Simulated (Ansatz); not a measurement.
# Rb: a changed input and its effect

System: Rb (1 atom in the cell).
Method of the first run: DFT, PBE, all-electron LAPW, non-relativistic, no spin polarisation (Ansatz 0.2.0).

Text and figures count atoms from 1; the logs count them from 0 in places.

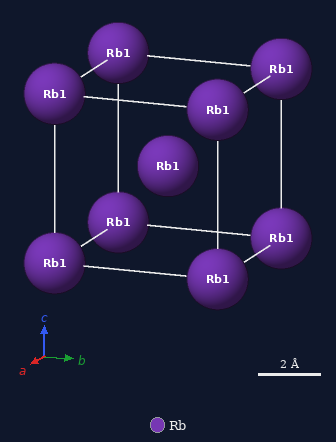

Fig. 1: The starting structure (spheres-only view of the cell 2 times as large as that of the calculation, set on its symmetry axes, seen slightly off an axis; atoms are numbered from 1 in the order of the input).

### Input, the first run
```yaml
crystal:
  lattice:
    - [-2.8359004032, 2.8359004032, 2.8359004032]
    - [2.8359004032, -2.8359004032, 2.8359004032]
    - [2.8359004032, 2.8359004032, -2.8359004032]
  atoms:
    - { symbol: Rb, position: [0.0, 0.0, 0.0] }
kpoints:
  mp_grid: { grid: [10, 10, 10] }
scf:
  occupations: { method: fermi_dirac, width: 0.05 }
hamiltonian:
  xc: pbe
  pseudopotentials:
    kind: all_electron
    lapw: { basis_error: 0.0005 }
    relativity: none
output:
  forces: true
  stress: true
  eigenvalues: true
  populations: true
relax:
  f_tol: 0.005
  max_steps: 25
  cell: {}
```

Launched with:
```bash
ansatz run input.yaml --threads 1 --pin off --max-ram 3072MiB --backend cpu --events-out ev --progress --plain --runs-dir out
```

Hardware: 1 thread of Arm Neoverse V2, 24 GiB of memory available, shared host.

### Output, shortened to warnings, some set-up lines, iterations and results (the first run)
```
Basis set: ecut = 60.279682207193964 eV, 87 PW (Γ), exchange–correlation at level 2
Symmetry: 48 space group operations
k-points: 47 of 1000
Initial density: superposition of atomic densities (chi_scale 0.1, normalization cell)
[...]
SCF iter   1: F=—  HF=-79994.787769 eV  |F-HF|=—  |Δ(HF+E_count)|=         —  Δρ=1.19e-3  dr2=3.14e-3  ethr=3.48e-5  ⟨swp⟩=4.1  Hψ=3517  notcnv=0
SCF iter   2: F=—  HF=-79994.787950 eV  |F-HF|=—  |Δ(HF+E_count)|=   1.81e-4  Δρ=8.61e-4  dr2=1.83e-3  ethr=3.48e-5  ⟨swp⟩=2.0  Hψ=1440  notcnv=0
SCF iter   3: F=—  HF=-79994.788847 eV  |F-HF|=—  |Δ(HF+E_count)|=   8.97e-4  Δρ=4.31e-4  dr2=5.51e-4  ethr=2.03e-5  ⟨swp⟩=2.0  Hψ=1437  notcnv=0
SCF iter   4: F=—  HF=-79994.789069 eV  |F-HF|=—  |Δ(HF+E_count)|=   2.22e-4  Δρ=2.08e-4  dr2=1.41e-4  ethr=6.12e-6  ⟨swp⟩=2.0  Hψ=1437  notcnv=0
SCF iter   5: F=—  HF=-79994.789142 eV  |F-HF|=—  |Δ(HF+E_count)|=   7.32e-5  Δρ=5.69e-5  dr2=9.71e-6  ethr=1.08e-7  ⟨swp⟩=2.0  Hψ=2290  notcnv=0
[... 12 lines ...]
relax step   3: F+E_penalty+E_count = -79994.78979014 eV  Δ(F+E_penalty+E_count) = -5.341e-4 eV  max|allowed force component| = 0.000e0 eV/Å  Δτ_max = 0.0000 Å  P = +0.003 …
SCF iter   1: F=—  HF=-79994.789789 eV  |F-HF|=—  |Δ(HF+E_count)|=         —  Δρ=3.17e-6  dr2=2.28e-8  ethr=2.54e-10  ⟨swp⟩=4.2  Hψ=2577  notcnv=0
SCF iter   2: F=-79994.789790 eV  HF=-79994.789790 eV  |F-HF|=1.35e-8  |Δ(HF+E_count)|=   5.25e-7  Δρ=2.36e-6  dr2=1.40e-8  ethr=2.53e-10  ⟨swp⟩=2.7  Hψ=1478  notcnv=0
SCF 4 converged in 2 iterations: F = -79994.789790 eV  dr2 = 1.40e-8
relax step   4: F+E_penalty+E_count = -79994.78978954 eV  Δ(F+E_penalty+E_count) = +5.973e-7 eV  max|allowed force component| = 0.000e0 eV/Å  Δτ_max = 0.0000 Å  P = +0.003 …
basis re-selected at this cell: Δ(F+E_penalty+E_count) = +5.973e-7 eV, ΔP = +0.000 GPa vs the last step (what re-selecting the basis moved, after the strain that the cell walked since its last selection, with what the two solves' SCF thresholds leave and, on support functions, any second-order …
SCF converged after 2 iterations
Free energy (F): -79994.789790 eV
Harris-Foulkes:  -79994.789790 eV  (|F-HF|=1.35e-8)
Internal energy: -79994.780246 eV  (E = F + TS)
E sigma→0 (E₀):  -79994.785018 eV
Entropy (-TS):   -0.009544 eV (-9.544 meV/atom)
Fermi energy:    2.473270 eV
--- Per-component energies (eV) ---
  E_band       = -112.419933
  E_kinetic    = 79950.748171
  E_xc         = -2700.230472
  E_electrostatic = -157245.297945  (all electrons and nuclei)
  E_smearing   = -0.009544  (= −TS)
  E_closure    = 0.000000  (closes the sum)
  E_atoms      = -79993.864802  (free atoms, spherical and without spin; not in F)
  Σ components = -79994.789790   (vs F -79994.789790, Δ=0.00e0)
  Basis errors (estimates in eV, not in F): energy 1.2e-4 per atom: plane waves 1.2e-4 (6.7e-5 summed), levels above the bands 6.2e-39, relativity 0.0e0, radial functions 1.4e-6, core shells 7.0e-7; eigenvalues (radial functions only) 6.2e-7; not estimated: angular momenta, meshes, grids; target …
--- Forces (eV/Å), atoms counted from 1 ---
  atom   1  Rb     0.00000000     0.00000000    -0.00000000
  max |Σ_I F_I| component: 9.50e-33 eV/Å
--- Stress (GPa, compression-positive) ---
        0.002636       0.000000      -0.000000
        0.000000       0.002636      -0.000000
       -0.000000      -0.000000       0.002636
  P = ⅓ Tr σ = 0.0026 GPa (0.026 kbar)
--- Relaxed structure (3 steps of the walk, 3 accepted, 1 SCFs on fresh bases) ---
  F+E_penalty+E_count = -79994.78978954 eV   max|allowed force component| = 0.000e0 eV/Å   (the final SCF, on the basis selected at the relaxed cell)
  cell:  # Å, volume = 93.7684 Å³
    - [-2.8619725618277974, 2.8619725618277974, 2.8619725618277974]
    - [2.8619725618277974, -2.8619725618277974, 2.8619725618277974]
    - [2.8619725618277974, 2.8619725618277974, -2.8619725618277974]
  atoms:
    - { symbol: Rb, position: [0.0, 0.0, 0.0] }
--- Löwdin populations: 1 site ---
  site symbol       q [e]
     0     Rb     36.9630
  spilling = 0.000999 (of n_electrons = 37.000000)
```

For the second run the input was changed thus:
```diff
-  pseudopotentials:
-    kind: all_electron
-    lapw: { basis_error: 0.0005 }
-    relativity: none
+  pseudopotentials: { kind: paw }
-  eigenvalues: true
-  populations: true
-  max_steps: 25
+  max_steps: 40
```

How does the second run compare with the first run?

The first run is non-relativistic, while the second run includes scalar relativity. The total energies belong to different models, so their difference says nothing on which is more stable or more accurate. The volume per atom goes from 93.77 to 91.23 Å³. The SCF takes 10 iterations over all geometry steps against 14. The two runs start from different initial densities, which also moves the count.

### Output, shortened to warnings, some set-up lines, iterations and results (the second run)
```
Basis set: ecut = 420 eV, 1745 PW (Γ), exchange–correlation on 72×72×72 points (8 copies of the dense FFT grid, shifted against one another)
Symmetry: 48 space group operations
k-points: 47 of 1000
Initial density: superposition of atomic densities (neutral atoms: chi_scale 0, normalization atom), corrected by the library's trained network
[...]
SCF iter   1: F=—  HF=-3267.350387 eV  |F-HF|=—  |Δ(HF+E_count)|=         —  Δρ=1.28e-4  dr2=7.11e-6  ethr=1.77e-3  ⟨swp⟩=7.2  Hψ=3585  notcnv=0
SCF iter   2: F=—  HF=-3267.351048 eV  |F-HF|=—  |Δ(HF+E_count)|=   6.61e-4  Δρ=8.17e-5  dr2=3.78e-6  ethr=7.90e-8  ⟨swp⟩=3.7  Hψ=1312  notcnv=0
SCF iter   3: F=—  HF=-3267.351049 eV  |F-HF|=—  |Δ(HF+E_count)|=   1.52e-6  Δρ=3.85e-5  dr2=1.27e-6  ethr=4.20e-8  ⟨swp⟩=2.6  Hψ=644  notcnv=0
SCF iter   4: F=—  HF=-3267.351051 eV  |F-HF|=—  |Δ(HF+E_count)|=   2.12e-6  Δρ=9.16e-6  dr2=1.63e-7  ethr=1.41e-8  ⟨swp⟩=2.7  Hψ=644  notcnv=0
SCF iter   5: F=-3267.351052 eV  HF=-3267.351052 eV  |F-HF|=1.01e-8  |Δ(HF+E_count)|=   6.11e-8  Δρ=6.43e-6  dr2=5.45e-8  ethr=1.81e-9  ⟨swp⟩=1.5  Hψ=448  notcnv=0
SCF iter   6: F=-3267.351052 eV  HF=-3267.351052 eV  |F-HF|=1.48e-9  |Δ(HF+E_count)|=   1.44e-8  Δρ=3.28e-6  dr2=1.33e-8  ethr=6.06e-10  ⟨swp⟩=3.0  Hψ=1450  notcnv=0
SCF 1 converged in 6 iterations: F = -3267.351052 eV  dr2 = 1.33e-8
relax step   1: F+E_penalty+E_count = -3267.35105156 eV  Δ(F+E_penalty+E_count) = +0.000e0 eV  max|allowed force component| = 0.000e0 eV/Å  Δτ_max = 0.0000 Å  P = +0.002 GPa  …
SCF iter   1: F=—  HF=-3267.351053 eV  |F-HF|=—  |Δ(HF+E_count)|=         —  Δρ=3.22e-6  dr2=1.32e-8  ethr=8.19e-8  ⟨swp⟩=4.1  Hψ=5100  notcnv=0
SCF iter   2: F=—  HF=-3267.351052 eV  |F-HF|=—  |Δ(HF+E_count)|=   9.88e-7  Δρ=2.10e-6  dr2=7.54e-9  ethr=1.47e-10  ⟨swp⟩=2.1  Hψ=600  notcnv=0
SCF iter   3: F=—  HF=-3267.351052 eV  |F-HF|=—  |Δ(HF+E_count)|=   1.70e-9  Δρ=7.33e-7  dr2=2.17e-10  ethr=8.38e-11  ⟨swp⟩=2.5  Hψ=590  notcnv=0
SCF iter   4: F=-3267.351052 eV  HF=-3267.351052 eV  |F-HF|=3.18e-12  |Δ(HF+E_count)|=  9.09e-11  Δρ=1.03e-7  dr2=6.49e-12  ethr=1.00e-12  ⟨swp⟩=4.5  Hψ=1913  notcnv=0
SCF 2 converged in 4 iterations: F = -3267.351052 eV  dr2 = 6.49e-12
relax step   2: F+E_penalty+E_count = -3267.35105156 eV  Δ(F+E_penalty+E_count) = -1.628e-9 eV  max|allowed force component| = 0.000e0 eV/Å  Δτ_max = 0.0000 Å  P = +0.002 GPa …
basis re-selected at this cell: Δ(F+E_penalty+E_count) = -1.628e-9 eV, ΔP = -0.000 GPa vs the last step (what re-selecting the basis moved, of the pressure what is left beyond the Pulay correction that the steps carried, after the strain that the cell walked since its last selection, with what the …
SCF converged after 4 iterations
Free energy (F): -3267.351052 eV
Harris-Foulkes:  -3267.351052 eV  (|F-HF|=3.18e-12)
Internal energy: -3267.341678 eV  (E = F + TS)
E sigma→0 (E₀):  -3267.346365 eV
Entropy (-TS):   -0.009373 eV (-9.373 meV/atom)
Fermi energy:    1.933770 eV
--- Per-component energies (eV) ---
  E_band       = -119.044053
  E_kinetic    = 190.749354
  E_local      = -709.166368  (includes V_loc(G=0)·N_el)
  E_nonlocal   = 173.577372
  E_hartree    = 198.959149
  E_xc         = -129.249113
  E_vxc        = -135.149634  (∫ρ·V_xc dr)
  E_paw        = -2618.018976  (= ΣΔE_a)
  E_vpaw       = -36.973070  (= ΣTr[D̂ρ^β])
  E_aug_tail   = -0.000001  (compensation charges beyond the density's cutoff)
  E_ewald      = -374.193095
  E_smearing   = -0.009373  (= −TS)
  E_closure    = 0.000000  (closes the sum)
  Σ components = -3267.351052   (vs F -3267.351052, Δ=0.00e0)
--- Forces (eV/Å), atoms counted from 1 ---
  atom   1  Rb    -0.00000000    -0.00000000    -0.00000000
  max |Σ_I F_I| component: 6.37e-32 eV/Å
--- Stress (GPa, compression-positive) ---
        0.001774      -0.000000      -0.000000
       -0.000000       0.001774      -0.000000
        0.000000      -0.000000       0.001774
  P = ⅓ Tr σ = 0.0018 GPa (0.018 kbar)
--- Relaxed structure (1 steps of the walk, 1 accepted, 1 SCFs on fresh bases) ---
  F+E_penalty+E_count = -3267.35105156 eV   max|allowed force component| = 0.000e0 eV/Å   (the final SCF, on the basis selected at the relaxed cell)
  cell:  # Å, volume = 91.2290 Å³
    - [-2.8359004032, 2.8359004032, 2.8359004032]
    - [2.8359004032, -2.8359004032, 2.8359004032]
    - [2.8359004032, 2.8359004032, -2.8359004032]
  atoms:
    - { symbol: Rb, position: [0.0, 0.0, 0.0] }
```

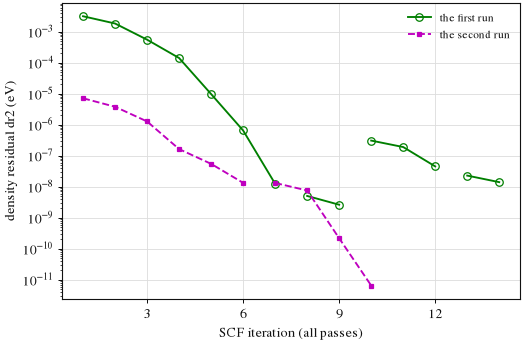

Fig. 2: Convergence of the two runs: density residual dr2 against the SCF iteration. A break in a curve parts two SCF passes. The first run takes 14 iterations in all, and the second run takes 10.

### The two runs side by side

| quantity | the first run | the second run |
| --- | --- | --- |
| outcome | converged | converged |
| free energy per atom (eV) | −79994.7898 | −3267.3511 |
| energy per atom, smearing taken to zero (eV) | −79994.7850 | −3267.3464 |
| pressure (GPa) | 0.00 | 0.00 |
| volume per atom (Å³) | 93.77 | 91.23 |
| largest force (eV/Å) | 0.000 | 0.000 |
| SCF iterations | 14 | 10 |
| irreducible k-points | 47 | 47 |
| wall time (shared host) | 4.7 s | 3.6 s |
